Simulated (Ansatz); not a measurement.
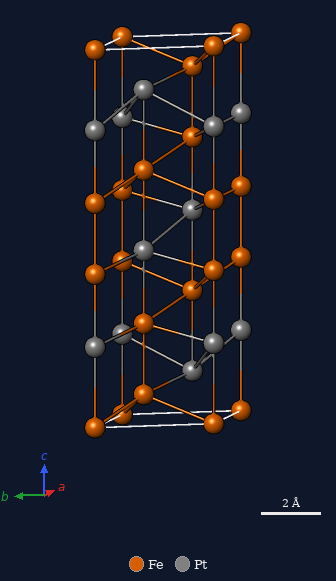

Normal modes of solid Fe₃Pt₂ (a generated structure), at the zone centre. A ball-and-stick model of the conventional cell (3 times the calculation's cell), seen from a free direction. Lengths and directions refer to the drawn axes.

All numbers below come from Ansatz 0.2.0, DFT PBE, scalar-relativistic, plane waves, PAW.

Input file:
```yaml
crystal:
  lattice:
    - [2.1393520558, 1.2351554853, 4.3586468607]
    - [-2.1393520558, 1.2351554853, 4.3586468607]
    - [0.0, -2.4703109707, 4.3586468607]
  atoms:
    - { symbol: Fe, position: [0.0, 0.0, 0.0], spin: 3.15 }
    - { symbol: Fe, position: [0.406030863, 0.406030863, 0.406030863], spin: 3.19 }
    - { symbol: Fe, position: [0.593969137, 0.593969137, 0.593969137], spin: 3.19 }
    - { symbol: Pt, position: [0.7870597768, 0.7870597768, 0.7870597768], spin: 0.47 }
    - { symbol: Pt, position: [0.2129402232, 0.2129402232, 0.2129402232], spin: 0.47 }
basis:
  ecutwfc: 420
kpoints:
  mp_grid: { grid: [12, 12, 12] }
hamiltonian:
  xc: pbe
scf:
  occupations: { method: gaussian, width: 0.2 }
output:
  eigenvalues: true
  populations: true
magnetization:
  spin_polarized: true
phonons:
  method: dfpt
  eigenvectors: true
```

Launched with:
```bash
ansatz run input.yaml --threads 4 --pin off --max-ram 8192MiB --backend cpu --events-out ev --progress --plain --runs-dir out
```

The frequencies depend somewhat on the k-mesh and the smearing.

Give the spectrum at this point.

Answer. The calculation's cell holds 5 atoms, so there are 12 optical modes, in 8 levels. The optical modes span 2E_g + 2A₁g + 2E_u + 2A₂u. No level is unstable.

| level | symmetry | frequency (cm⁻¹) | activity |
| --- | --- | --- | --- |
| 1 | E_g | 117 | Raman-active |
| 2 | A₁g | 132 | Raman-active |
| 3 | E_u | 159 | infrared-active |
| 4 | A₂u | 175 | infrared-active |
| 5 | A₂u | 200 | infrared-active |
| 6 | E_u | 215 | infrared-active |
| 7 | E_g | 221 | Raman-active |
| 8 | A₁g | 264 | Raman-active |

The crystal is a metal, so free carriers screen the infrared response.

The displacement patterns (one member of each degenerate set), 6 of the levels:

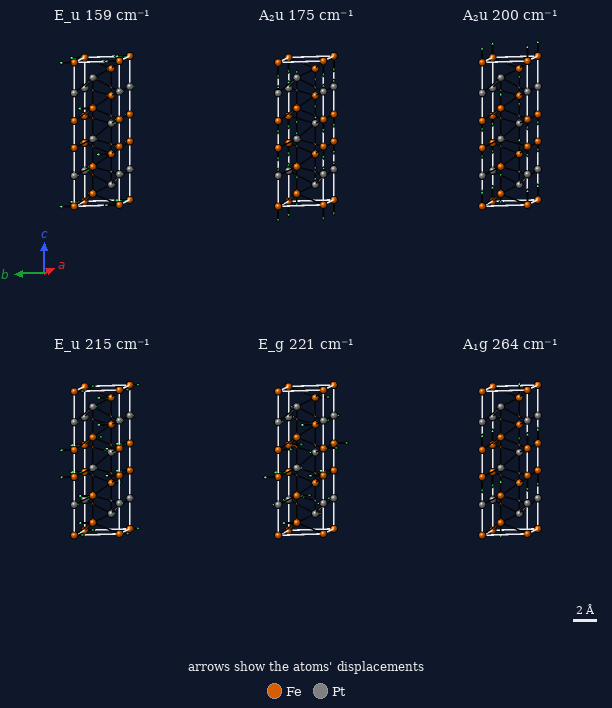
